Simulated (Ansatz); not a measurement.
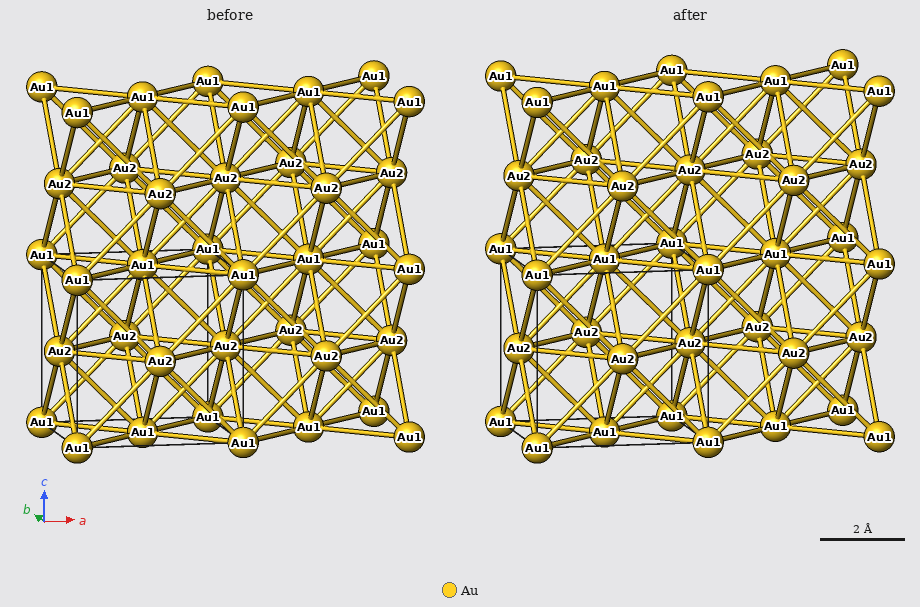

Left: solid Au (set up in Fm-3m). Right: the same structure after one change, at the same scale. The picture is a ball-and-stick view of the conventional cell (2 times the calculation's cell), repeated 2 × 1 × 2 with one cell outlined, seen slightly off an axis. Lengths and directions refer to the drawn axes.

All numbers below come from Ansatz 0.2.0, DFT PBEsol, scalar-relativistic, plane waves, PAW. Settings: plane-wave cutoff 420 eV; k-point mesh 18 × 18 × 14; occupations gaussian; smearing width 0.1 eV; no spin polarisation.

Q: Which change leads from the left to the right?

A: Equal strain along all axes, +3.0 %, is applied. Symmetry leaves the atoms no freedom, so this is a single point.

Q: And its effect?

A: Some distances before and after: Au–Au 2.888 → 2.974 Å. The space group stays Fm-3m (No. 225). It costs 66.4 meV per atom. The pressure goes from −0.1 to −12.0 GPa. The principal stresses (compression positive) are −12.3 GPa along c and −11.9 GPa across it. All forces vanish by symmetry.
